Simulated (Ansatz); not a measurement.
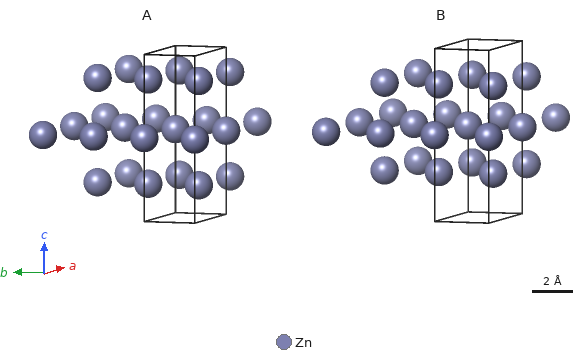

Two geometries of a crystal of Zn (set up in P-6m2) (coarse preliminary run), drawn at one scale. One is the start of a relaxation, the other its converged end. The picture is a spheres-only view of the cell of the calculation, repeated 2 × 3 × 1 with one cell outlined, seen from a free direction.

The calculation used Ansatz 0.2.0, DFT PBE, scalar-relativistic, plane waves, PAW. Settings: plane-wave cutoff 420 eV; k-point mesh 6 × 6 × 2; occupations gaussian; smearing width 0.1 eV; no spin polarisation; cell and atoms relaxed; force threshold 0.0325 eV/Å; at most 70 steps.

Question: Which geometry has the lower energy?

Answer: Structure A is the relaxed one. Case: 2 of 2 Li taken out, relaxed. The largest moves relative to the cell, 0.50 Å, are those of Zn atoms. The drawn cell changes as follows: a = b 2.766 → 2.580 Å (−6.7 %), c 8.948 → 8.655 Å (−3.3 %); the volume changes by −15.8 %. Some distances before and after: Zn–Zn 2.776 → 3.084 Å, Zn–Zn 2.766 → 2.580 Å. The space group stays P-6m2 (No. 187). Over 6 accepted moves (8 points after the start) the energy falls by 150 meV per atom. Largest force component: 0.27 eV/Å at the start, 0.0048 eV/Å at the end. Pressure: −2.86 GPa at the start and 0.03 GPa at the end. The SCF was repeated twice at an unchanged geometry on a basis and grid sized afresh for the cell, which shifted the energy by 1.3 meV per atom at most.

Limits of the set-up: the k-point mesh is coarse for a cell with partly filled bands.
